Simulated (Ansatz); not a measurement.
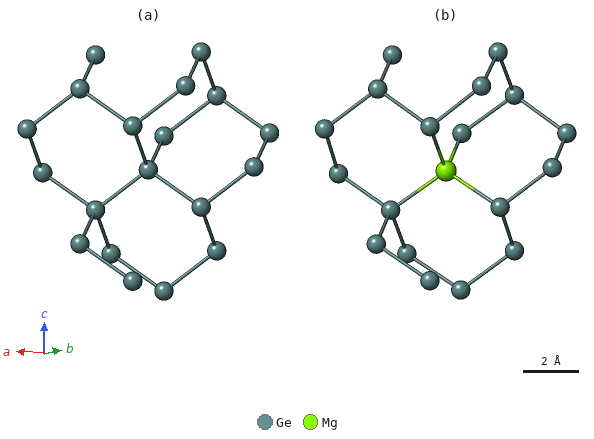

Left: perfect Ge. Right: the same region with one point defect, after relaxing the atoms in a supercell of 64 sites. The picture is a ball-and-stick view of the atoms within 5.4 Å of one point, in a slice 5.0 Å thick across the line of sight, seen from a free direction.

The calculation used Ansatz 0.2.0, DFT, PBEsol, PAW, plane waves. (plane-wave cutoff 420 eV; k-point mesh 1 × 1 × 1; mesh shifted by (0.25, 0.25, 0.25); collinear spin) Fermi-Dirac smearing of 0.01 eV. A uniform background neutralises the charged cell. The axes drawn are those of the host's conventional cell.

### Which defect is it?

A germanium atom is replaced by magnesium.

The charge state of the cell is −1.

### What does the relaxation do around it?

In the host the Ge atom has 4 Ge at 2.46 Å; the Mg atom ends with 4 Ge at 2.50 to 2.55 Å. Of the host's atoms, a germanium atom moves furthest from its site, by 0.15 Å. The Mg atom itself moves 0.10 Å from where it was put. The cell's net moment is 0.99 μB.

Limits of the set-up: the cell is charged, on a uniform background, and energies carry no finite-size correction.
